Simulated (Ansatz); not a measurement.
# Co2Si: geometry relaxation (part 2 of 3)

The same run, continued: Co2Si (Pnma, 12 atoms in the cell); DFT r2SCAN, scalar-relativistic, plane waves, PAW (Ansatz 0.2.0); cutoff 500 eV, 4×6×4 k-mesh, Gaussian smearing of 0.1 eV, collinear spins. The structure derives from an entry of the Crystallography Open Database. The run did not end well. The run did not end well; see the last part.

Geometry of the input (Å; fractional positions):
```
4.9180  0.0000  0.0000
0.0000  3.7380  0.0000
0.0000  0.0000  7.1090
Co 0.9620  0.7500  0.2180
Co 0.0380  0.2500  0.7820
Co 0.5380  0.2500  0.7180
Co 0.4620  0.7500  0.2820
Co 0.8260  0.7500  0.5620
Co 0.1740  0.2500  0.4380
Co 0.6740  0.2500  0.0620
Co 0.3260  0.7500  0.9380
Si 0.2980  0.7500  0.6110
Si 0.7020  0.2500  0.3890
Si 0.2020  0.2500  0.1110
Si 0.7980  0.7500  0.8890
```

**Log, continued**
```
SCF iter   1: F=—  HF=-43612.359951 eV  |F-HF|=—  |Δ(HF+E_count)|=         —  Δρ=6.37e-3 (↑6.37e-3 ↓3.36e-3)  dr2=6.96e-2  dr2_τ=5.28e-2  dr2_m=4.87e-3  M=6.608 μB ∫|m|=8.594 μB  β_m=1.00  ethr=3.54e-5  ⟨swp⟩=2.0  Hψ=27306  notcnv=0
eigensolver tolerance schedule calibrated: the retry pair's looser diagonalisation under-reported the residual by θ = 0.23 (0.12/decade); ethr = c·dr2/N_el runs at the constant in force after the calibration composes with the one it found (an armed cap, an earlier calibration), c = 7.3e-2
preconditioner: auto → Kerker (q_TF=auto, 2.809 Å⁻¹)  [metal: Δε(μ)=0.017 eV  Ē_g=7.749 eV  σ=0.100 eV  W_gap=0.10  n_scr=52 (ndim 8)  ℏωp=30.8 eV  f_vac=0.000  D(μ)=7.12/eV (n_scr^D=68)]
spin=Collinear: Kerker preconditioning applied to the charge; magnetization (m = ρ↑ − ρ↓) channel mixes plain (no charge-response kernel on spin).
SCF iter   2: F=—  HF=-43612.459679 eV  |F-HF|=—  |Δ(HF+E_count)|=   9.97e-2  Δρ=1.20e-3 (↑9.61e-4 ↓1.20e-3)  dr2=4.32e-3  dr2_τ=4.62e-4  dr2_m=1.63e-4  M=6.614 μB ∫|m|=8.614 μB  β_m=1.00  ethr=3.33e-5  ⟨swp⟩=2.0  Hψ=13968  notcnv=0  κ⁻¹=1.0e0(r=1)
SCF iter   3: F=—  HF=-43612.462575 eV  |F-HF|=—  |Δ(HF+E_count)|=   2.90e-3  Δρ=7.83e-4 (↑7.29e-4 ↓7.83e-4)  dr2=1.65e-3  dr2_τ=2.77e-5  dr2_m=2.33e-5  M=6.607 μB ∫|m|=8.608 μB  β_m=1.00  ethr=2.06e-6  ⟨swp⟩=1.2  Hψ=7556  notcnv=0  κ⁻¹=1.8e-2(r=2)
SCF iter   4: F=—  HF=-43612.466755 eV  |F-HF|=—  |Δ(HF+E_count)|=   4.18e-3  Δρ=7.90e-4 (↑5.51e-4 ↓7.90e-4)  dr2=1.14e-3  dr2_τ=2.59e-5  dr2_m=4.69e-5  M=6.596 μB ∫|m|=8.593 μB  β_m=1.00  ethr=7.91e-7  ⟨swp⟩=2.0  Hψ=9252  notcnv=0  κ⁻¹=8.5e-4(r=3)
SCF iter   5: F=—  HF=-43612.471535 eV  |F-HF|=—  |Δ(HF+E_count)|=   4.78e-3  Δρ=6.25e-4 (↑4.11e-4 ↓6.25e-4)  dr2=1.03e-3  dr2_τ=7.56e-6  dr2_m=2.08e-5  M=6.581 μB ∫|m|=8.571 μB  β_m=1.00  ethr=5.43e-7  ⟨swp⟩=2.0  Hψ=9698  notcnv=0  κ⁻¹=9.5e-5(r=4)
SCF iter   6: F=—  HF=-43612.476613 eV  |F-HF|=—  |Δ(HF+E_count)|=   5.08e-3  Δρ=1.97e-4 (↑1.86e-4 ↓1.97e-4)  dr2=2.76e-4  dr2_τ=1.69e-6  dr2_m=7.88e-7  M=6.553 μB ∫|m|=8.530 μB  β_m=1.00  ethr=4.91e-7  ⟨swp⟩=2.0  Hψ=12486  notcnv=0  κ⁻¹=1.4e-5(r=5)
SCF iter   7: F=—  HF=-43612.477670 eV  |F-HF|=—  |Δ(HF+E_count)|=   1.06e-3  Δρ=2.90e-4 (↑2.90e-4 ↓1.28e-4)  dr2=9.39e-5  dr2_τ=7.90e-7  dr2_m=1.16e-5  M=6.533 μB ∫|m|=8.502 μB  β_m=1.00  ethr=1.32e-7  ⟨swp⟩=2.0  Hψ=12203  notcnv=0  κ⁻¹=5.4e-6(r=6)
SCF iter   8: F=—  HF=-43612.477672 eV  |F-HF|=—  |Δ(HF+E_count)|=   2.25e-6  Δρ=1.53e-4 (↑1.53e-4 ↓8.73e-5)  dr2=3.15e-5  dr2_τ=7.47e-7  dr2_m=2.05e-6  M=6.528 μB ∫|m|=8.494 μB  β_m=1.00  ethr=4.49e-8  ⟨swp⟩=2.0  Hψ=12493  notcnv=0  κ⁻¹=4.4e-6(r=7)
SCF iter   9: F=—  HF=-43612.477669 eV  |F-HF|=—  |Δ(HF+E_count)|=   2.32e-6  Δρ=4.08e-5 (↑3.64e-5 ↓4.08e-5)  dr2=1.50e-6  dr2_τ=1.22e-7  dr2_m=9.84e-8  M=6.526 μB ∫|m|=8.491 μB  β_m=1.00  ethr=1.51e-8  ⟨swp⟩=2.0  Hψ=12473  notcnv=0  κ⁻¹=3.6e-6(r=8)
SCF iter  10: F=—  HF=-43612.477670 eV  |F-HF|=—  |Δ(HF+E_count)|=   5.03e-7  Δρ=2.66e-5 (↑2.29e-5 ↓2.66e-5)  dr2=6.65e-7  dr2_τ=4.15e-8  dr2_m=3.31e-8  M=6.526 μB ∫|m|=8.490 μB  β_m=1.00  ethr=7.17e-10  ⟨swp⟩=2.0  Hψ=12481  notcnv=0  κ⁻¹=5.5e-5(r=8)
SCF iter  11: F=—  HF=-43612.477672 eV  |F-HF|=—  |Δ(HF+E_count)|=   2.18e-6  Δρ=8.59e-6 (↑7.06e-6 ↓8.59e-6)  dr2=8.42e-8  dr2_τ=3.70e-9  dr2_m=4.23e-9  M=6.526 μB ∫|m|=8.490 μB  β_m=1.00  ethr=3.18e-10  ⟨swp⟩=2.0  Hψ=12505  notcnv=0  κ⁻¹=1.1e-5(r=8)
SCF iter  12: F=—  HF=-43612.477673 eV  |F-HF|=—  |Δ(HF+E_count)|=   5.33e-7  Δρ=6.49e-6 (↑5.96e-6 ↓6.49e-6)  dr2=5.48e-8  dr2_τ=1.21e-9  dr2_m=5.86e-9  M=6.526 μB ∫|m|=8.490 μB  β_m=1.00  ethr=4.03e-11  ⟨swp⟩=2.0  Hψ=12482  notcnv=0  κ⁻¹=6.1e-6(r=8)
SCF iter  13: F=-43612.477673 eV  HF=-43612.477673 eV  |F-HF|=5.46e-8  |Δ(HF+E_count)|=   4.72e-7  Δρ=7.14e-6 (↑4.01e-6 ↓7.14e-6)  dr2=1.00e-7  dr2_τ=3.40e-10  dr2_m=3.77e-9  M=6.526 μB ∫|m|=8.490 μB  ethr=2.62e-11  ⟨swp⟩=1.1  Hψ=19964  notcnv=0
SCF 2 converged in 13 iterations: F = -43612.477673 eV  dr2 = 1.00e-7
[... from here on the iterations of each SCF are left out, up to the last one ...]
relax step   2: F+E_penalty+E_count = -43612.47767307 eV  Δ(F+E_penalty+E_count) = -1.418e-1 eV  max|allowed force component| = 2.474e-1 eV/Å  Δτ_max = 0.0107 Å  P = -4.017 GPa  Ω = 127.720 Å³  energy of the carried Pulay correction = +1.804e-3 eV  (13 SCF iters, dr2 threshold 1.20e-6 eV, accepted)
Crystal: 12 atoms, lattice volume = 125.161 Å³
Basis set: ecut = 500 eV, 3173 PW (Γ), exchange–correlation on 144×120×216 points (64 copies of the dense FFT grid, shifted against one another)
eigensolver tolerance schedule calibrated: the retry pair's looser diagonalisation under-reported the residual by θ = 0.20 (0.10/decade); ethr = c·dr2/N_el runs at the constant in force after the calibration composes with the one it found (an armed cap, an earlier calibration), c = 9.9e-2
preconditioner: auto → Kerker (q_TF=auto, 2.101 Å⁻¹)  [metal: Δε(μ)=0.007 eV  Ē_g=7.889 eV  σ=0.100 eV  W_gap=0.04  n_scr=16 (ndim 8)  ℏωp=31.1 eV  f_vac=0.001  D(μ)=7.21/eV (n_scr^D=76)]
spin=Collinear: Kerker preconditioning applied to the charge; magnetization (m = ρ↑ − ρ↓) channel mixes plain (no charge-response kernel on spin).
SCF 3 converged in 13 iterations: F = -43612.523505 eV  dr2 = 6.75e-7
relax step   3: F+E_penalty+E_count = -43612.52350487 eV  Δ(F+E_penalty+E_count) = -4.583e-2 eV  max|allowed force component| = 8.023e-2 eV/Å  Δτ_max = 0.0212 Å  P = +0.561 GPa  Ω = 125.161 Å³  energy of the carried Pulay correction = +3.393e-3 eV  (13 SCF iters, dr2 threshold 1.20e-6 eV, accepted)
Crystal: 12 atoms, lattice volume = 125.349 Å³
Basis set: ecut = 500 eV, 3181 PW (Γ), exchange–correlation on 144×120×216 points (64 copies of the dense FFT grid, shifted against one another)
preconditioner: auto → Kerker (q_TF=auto, 2.098 Å⁻¹)  [metal: Δε(μ)=0.009 eV  Ē_g=7.864 eV  σ=0.100 eV  W_gap=0.05  n_scr=16 (ndim 8)  ℏωp=31.1 eV  f_vac=0.001  D(μ)=6.93/eV (n_scr^D=64)]
spin=Collinear: Kerker preconditioning applied to the charge; magnetization (m = ρ↑ − ρ↓) channel mixes plain (no charge-response kernel on spin).
SCF 4 converged in 12 iterations: F = -43612.526826 eV  dr2 = 8.87e-7
relax step   4: F+E_penalty+E_count = -43612.52682562 eV  Δ(F+E_penalty+E_count) = -3.321e-3 eV  max|allowed force component| = 5.225e-2 eV/Å  Δτ_max = 0.0246 Å  P = -0.007 GPa  Ω = 125.349 Å³  energy of the carried Pulay correction = +3.275e-3 eV  (12 SCF iters, dr2 threshold 9.25e-7 eV, accepted)
Crystal: 12 atoms, lattice volume = 125.368 Å³
iter 1 solved again at ethr=1.22e-6 eV; its pass at ethr=3.10e-3 eV (dr2=1.85e-3 eV) is discarded
SCF iter   1: F=—  HF=-43612.499999 eV  |F-HF|=—  |Δ(HF+E_count)|=         —  Δρ=1.42e-3 (↑6.21e-4 ↓1.42e-3)  dr2=1.71e-3  dr2_τ=2.07e-2  dr2_m=5.61e-4  M=6.286 μB ∫|m|=8.180 μB  β_m=1.00  ethr=1.22e-6  ⟨swp⟩=2.2  Hψ=25838  notcnv=0
preconditioner: auto → Kerker (q_TF=auto, 2.098 Å⁻¹)  [metal: Δε(μ)=0.006 eV  Ē_g=7.869 eV  σ=0.100 eV  W_gap=0.03  n_scr=16 (ndim 8)  ℏωp=31.1 eV  f_vac=0.001  D(μ)=6.84/eV (n_scr^D=60)]
spin=Collinear: Kerker preconditioning applied to the charge; magnetization (m = ρ↑ − ρ↓) channel mixes plain (no charge-response kernel on spin).
SCF iter   2: F=—  HF=-43612.527378 eV  |F-HF|=—  |Δ(HF+E_count)|=   2.74e-2  Δρ=5.38e-4 (↑4.46e-4 ↓5.38e-4)  dr2=3.70e-4  dr2_τ=4.05e-5  dr2_m=3.18e-5  M=6.292 μB ∫|m|=8.185 μB  β_m=1.00  ethr=1.13e-6  ⟨swp⟩=2.0  Hψ=12486  notcnv=0  κ⁻¹=1.0e0(r=1)
SCF iter   3: F=—  HF=-43612.527471 eV  |F-HF|=—  |Δ(HF+E_count)|=   9.23e-5  Δρ=3.33e-4 (↑3.26e-4 ↓3.33e-4)  dr2=1.88e-4  dr2_τ=5.26e-6  dr2_m=1.74e-6  M=6.293 μB ∫|m|=8.187 μB  β_m=1.00  ethr=2.43e-7  ⟨swp⟩=1.0  Hψ=6984  notcnv=0  κ⁻¹=3.0e-3(r=2)
SCF iter   4: F=—  HF=-43612.527537 eV  |F-HF|=—  |Δ(HF+E_count)|=   6.62e-5  Δρ=1.22e-4 (↑1.22e-4 ↓1.16e-4)  dr2=2.67e-5  dr2_τ=6.08e-7  dr2_m=4.91e-7  M=6.294 μB ∫|m|=8.188 μB  β_m=1.00  ethr=1.23e-7  ⟨swp⟩=2.4  Hψ=9993  notcnv=0  κ⁻¹=6.5e-4(r=3)
SCF iter   5: F=—  HF=-43612.527562 eV  |F-HF|=—  |Δ(HF+E_count)|=   2.49e-5  Δρ=4.67e-5 (↑3.39e-5 ↓4.67e-5)  dr2=3.72e-6  dr2_τ=7.68e-8  dr2_m=1.41e-7  M=6.295 μB ∫|m|=8.188 μB  β_m=1.00  ethr=1.76e-8  ⟨swp⟩=2.0  Hψ=11248  notcnv=0  κ⁻¹=4.7e-5(r=4)
SCF iter   6: F=—  HF=-43612.527568 eV  |F-HF|=—  |Δ(HF+E_count)|=   6.52e-6  Δρ=2.90e-5 (↑2.27e-5 ↓2.90e-5)  dr2=2.01e-6  dr2_τ=2.09e-8  dr2_m=4.07e-8  M=6.295 μB ∫|m|=8.188 μB  β_m=1.00  ethr=2.45e-9  ⟨swp⟩=2.2  Hψ=10334  notcnv=0  κ⁻¹=6.3e-6(r=5)
SCF iter   7: F=—  HF=-43612.527573 eV  |F-HF|=—  |Δ(HF+E_count)|=   5.13e-6  Δρ=1.37e-5 (↑1.27e-5 ↓1.37e-5)  dr2=6.28e-7  dr2_τ=7.81e-9  dr2_m=1.17e-8  M=6.295 μB ∫|m|=8.188 μB  β_m=1.00  ethr=1.32e-9  ⟨swp⟩=2.0  Hψ=12223  notcnv=0  κ⁻¹=1.0e-6(r=6)
SCF iter   8: F=—  HF=-43612.527574 eV  |F-HF|=—  |Δ(HF+E_count)|=   5.27e-7  Δρ=1.07e-5 (↑1.07e-5 ↓1.03e-5)  dr2=2.37e-7  dr2_τ=6.32e-9  dr2_m=1.51e-8  M=6.295 μB ∫|m|=8.188 μB  β_m=1.00  ethr=4.13e-10  ⟨swp⟩=2.0  Hψ=10173  notcnv=0  κ⁻¹=6.3e-7(r=7)
SCF iter   9: F=—  HF=-43612.527574 eV  |F-HF|=—  |Δ(HF+E_count)|=   1.16e-7  Δρ=4.89e-6 (↑4.89e-6 ↓3.61e-6)  dr2=2.73e-8  dr2_τ=9.96e-10  dr2_m=5.82e-9  M=6.295 μB ∫|m|=8.189 μB  β_m=1.00  ethr=1.56e-10  ⟨swp⟩=2.0  Hψ=11324  notcnv=0  κ⁻¹=1.9e-7(r=8)
SCF iter  10: F=—  HF=-43612.527574 eV  |F-HF|=—  |Δ(HF+E_count)|=   3.36e-8  Δρ=2.57e-6 (↑2.43e-6 ↓2.57e-6)  dr2=8.29e-9  dr2_τ=3.93e-10  dr2_m=9.03e-10  M=6.295 μB ∫|m|=8.189 μB  β_m=1.00  ethr=1.80e-11  ⟨swp⟩=2.0  Hψ=10973  notcnv=0  κ⁻¹=1.8e-5(r=8)
SCF iter  11: F=-43612.527574 eV  HF=-43612.527574 eV  |F-HF|=9.31e-9  |Δ(HF+E_count)|=   2.23e-8  Δρ=3.07e-6 (↑1.14e-6 ↓3.07e-6)  dr2=1.63e-8  dr2_τ=9.20e-11  dr2_m=1.89e-9  M=6.295 μB ∫|m|=8.189 μB  ethr=5.46e-12  ⟨swp⟩=1.0  Hψ=19645  notcnv=0
SCF 5 converged in 11 iterations: F = -43612.527574 eV  dr2 = 1.63e-8
relax step   5: F+E_penalty+E_count = -43612.52757415 eV  Δ(F+E_penalty+E_count) = -7.485e-4 eV  max|allowed force component| = 1.651e-2 eV/Å  Δτ_max = 0.0081 Å  P = -0.007 GPa  Ω = 125.368 Å³  energy of the carried Pulay correction = +3.263e-3 eV  (11 SCF iters, dr2 threshold 1.71e-7 eV, accepted)
Initial wavefunctions: pseudopotential atomic-orbital guess (no wavefunctions were taken with the density)
iter 1 solved again at ethr=1.53e-8 eV; its pass at ethr=3.10e-3 eV (dr2=2.33e-5 eV) is discarded
SCF iter   1: F=—  HF=-43612.524846 eV  |F-HF|=—  |Δ(HF+E_count)|=         —  Δρ=7.67e-5 (↑5.91e-5 ↓7.67e-5)  dr2=1.46e-5  dr2_τ=1.85e-6  dr2_m=2.42e-7  M=6.296 μB ∫|m|=8.190 μB  β_m=1.00  ethr=1.53e-8  ⟨swp⟩=4.1  Hψ=47843  notcnv=0
preconditioner: auto → Kerker (q_TF=auto, 2.098 Å⁻¹)  [metal: Δε(μ)=0.007 eV  Ē_g=7.868 eV  σ=0.100 eV  W_gap=0.04  n_scr=16 (ndim 8)  ℏωp=31.1 eV  f_vac=0.001  D(μ)=6.89/eV (n_scr^D=60)]
spin=Collinear: Kerker preconditioning applied to the charge; magnetization (m = ρ↑ − ρ↓) channel mixes plain (no charge-response kernel on spin).
SCF iter   2: F=—  HF=-43612.524872 eV  |F-HF|=—  |Δ(HF+E_count)|=   2.57e-5  Δρ=1.14e-4 (↑8.06e-5 ↓1.14e-4)  dr2=3.13e-5  dr2_τ=4.89e-7  dr2_m=4.55e-7  M=6.297 μB ∫|m|=8.191 μB  β_m=1.00  ethr=9.62e-9  ⟨swp⟩=2.7  Hψ=10747  notcnv=0
SCF iter   3: F=—  HF=-43612.524853 eV  |F-HF|=—  |Δ(HF+E_count)|=   1.91e-5  Δρ=1.02e-4 (↑8.35e-5 ↓1.02e-4)  dr2=2.50e-5  dr2_τ=7.58e-6  dr2_m=6.76e-7  M=6.298 μB ∫|m|=8.192 μB  β_m=1.00  ethr=9.62e-9  ⟨swp⟩=2.1  Hψ=10500  notcnv=0
Mixer restart at iter 3: flushing history
SCF iter   4: F=—  HF=-43612.524858 eV  |F-HF|=—  |Δ(HF+E_count)|=   5.27e-6  Δρ=2.78e-5 (↑2.33e-5 ↓2.78e-5)  dr2=2.05e-6  dr2_τ=1.87e-7  dr2_m=1.79e-8  M=6.298 μB ∫|m|=8.192 μB  β_m=1.00  ethr=9.62e-9  ⟨swp⟩=2.0  Hψ=10044  notcnv=0  κ⁻¹=1.0e0(r=1)
SCF iter   5: F=—  HF=-43612.524862 eV  |F-HF|=—  |Δ(HF+E_count)|=   3.73e-6  Δρ=1.43e-5 (↑1.11e-5 ↓1.43e-5)  dr2=1.47e-7  dr2_τ=2.08e-8  dr2_m=1.92e-8  M=6.298 μB ∫|m|=8.191 μB  β_m=1.00  ethr=1.35e-9  ⟨swp⟩=1.7  Hψ=10648  notcnv=0  κ⁻¹=5.1e-2(r=2)
SCF iter   6: F=—  HF=-43612.524866 eV  |F-HF|=—  |Δ(HF+E_count)|=   3.67e-6  Δρ=1.46e-5 (↑9.07e-6 ↓1.46e-5)  dr2=2.64e-7  dr2_τ=1.22e-8  dr2_m=2.47e-8  M=6.297 μB ∫|m|=8.191 μB  β_m=1.00  ethr=9.70e-11  ⟨swp⟩=2.0  Hψ=10860  notcnv=0  κ⁻¹=7.1e-4(r=3)
```

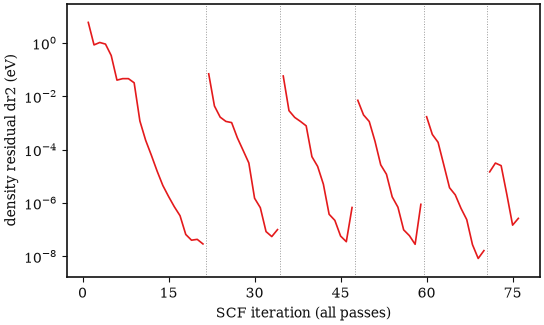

Figure 1. Convergence of the self-consistent field: density residual dr2 against the SCF iteration. Dotted lines part the SCF passes that the log prints in full.

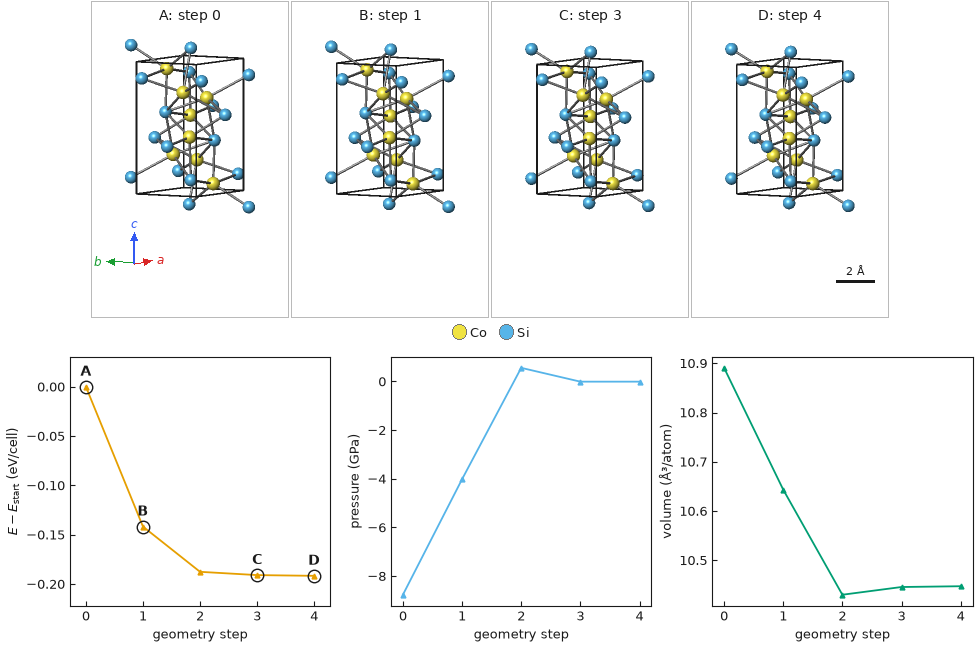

Figure 2. Frames of the relaxation (ball-and-stick view of the cell of the calculation, with bonded neighbours outside it, seen at an oblique angle) above the curves, on which the letters mark them (the first geometry is step 0 here and step 1 in the log).
